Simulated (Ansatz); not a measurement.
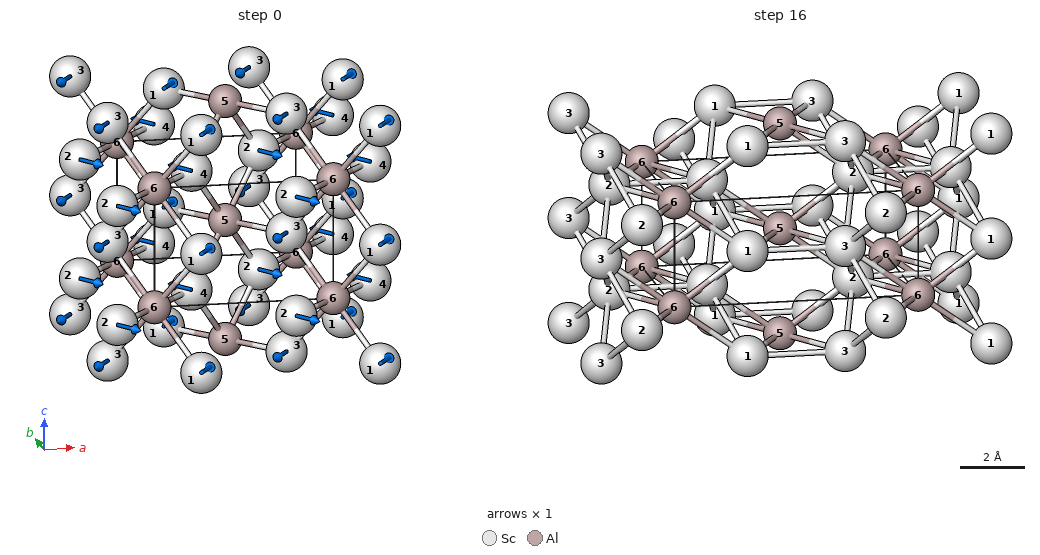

The structure of crystalline Sc2Al (built on the CaCl2 type) (coarse preliminary run) before (left) and after (right) a relaxation, at one scale. The blue arrows give the displacements (the part carried along by the change of the cell is left out), at their true length.

The picture is a ball-and-stick view of the cell of the calculation, seen slightly off an axis.

Case: CaCl2 type (Pnnm, No. 58).

The calculation used Ansatz 0.2.0, DFT r2SCAN, scalar-relativistic, plane waves, PAW. Settings: plane-wave cutoff 500 eV; k-point mesh 4 × 4 × 4; occupations gaussian; smearing width 0.1 eV; no spin polarisation; cell and atoms relaxed; force threshold 0.04 eV/Å; at most 70 steps.

Question: Describe what moved and what it gained.

Answer: Over 13 accepted moves (16 points after the start) the energy falls by 650 meV per atom. The largest force component goes from 0.46 to 0.0011 eV/Å. Pressure: 18.29 GPa at the start and 0.07 GPa at the end. The line search rejected the trial step at point 11 of the run. At 2 points the geometry stayed and the basis and grid were re-selected for the new cell (energy shift of 7.8 meV per atom at most each time). The largest moves relative to the cell, 1.08 Å, are those of Sc1, Sc2, Sc3 and Sc4. Sc3 goes along [−1 −2 0]. Al stays in place. Cell: a 5.741 → 7.822 Å (+36.3 %), b 5.915 → 5.165 Å (−12.7 %), c 3.864 → 3.408 Å (−11.8 %). Volume +5.0 %. Some distances before and after: Sc1–Sc3 3.311 → 4.690 Å, Sc1–Al5 4.294 → 3.020 Å, Sc1–Sc3 (another image) 3.776 → 3.132 Å, Sc1–Al5 (another image) 2.488 → 3.021 Å. New bonds form, among them: Sc1–Al5 (4.29 → 3.02 Å), Sc1–Sc3 (3.78 → 3.13 Å), Sc2–Al6 (4.29 → 3.02 Å), Sc2–Sc4 (3.78 → 3.13 Å). Bond angles that change, for instance: Al6–Sc3–Al6 98.8° → 72.0°, Sc1–Al6–Sc3 81.2° → 108.0°, Sc1–Al6–Sc1 98.8° → 72.0°. The space group (tolerance 0.01 Å) goes from Pnnm (No. 58) to Immm (No. 71). Cost: 6.4 min on 1 thread of Arm Neoverse V1 (shared host), peak memory 0.72 GiB.

Limits of the set-up: the k-point mesh is coarse for a cell with partly filled bands.
